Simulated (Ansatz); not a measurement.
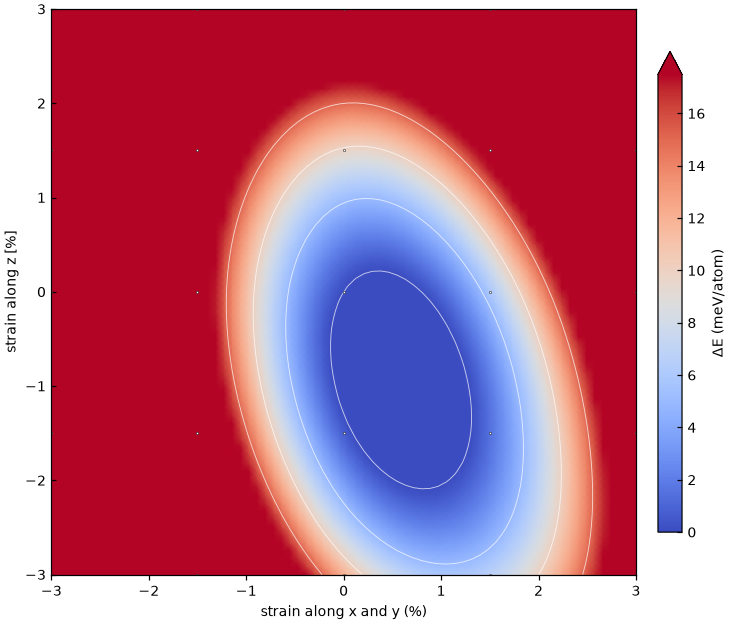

Mo (P6/mmm, No. 191; 1 atom in the cell). 
- The cell is strained homogeneously, by one strain along x and y and another along z, with fractional coordinates fixed (x along [1 0 0], z along [0 0 1] of the conventional cell).
- The first coordinate is: strain along x and y; the second: strain along z.
- The scan uses a 5 × 5 grid.
- Energies: meV/atom, counted from the lowest grid point.
- The reference cell is the one listed in the database, not relaxed at this level.
- Method: Ansatz, DFT r2SCAN, scalar-relativistic, plane waves, PAW. Settings: cutoff 500 eV, k-mesh 18×18×18, gaussian smearing 0.15 eV, no spin polarisation.

The picture shows a smooth colour map with a few white contour lines, dots at the grid points, one colour for all values above the top of the scale. Between grid points the surface is interpolated.

Estimate the clamped-ion elastic constants that this map fixes.

Answer. With the cell volume of 16.6 Å³, the curvatures of the interpolated surface at its minimum give C₁₁ + C₂₂ + 2C₁₂ ≈ 1100 GPa, C₃₃ ≈ 440 GPa and C₁₃ + C₂₃ ≈ 230 GPa (clamped ions, Cartesian axes of the cell). A stretch of 1 % along z with free sides (kept equal in x and y) would change the in-plane lengths by about −0.21 %.
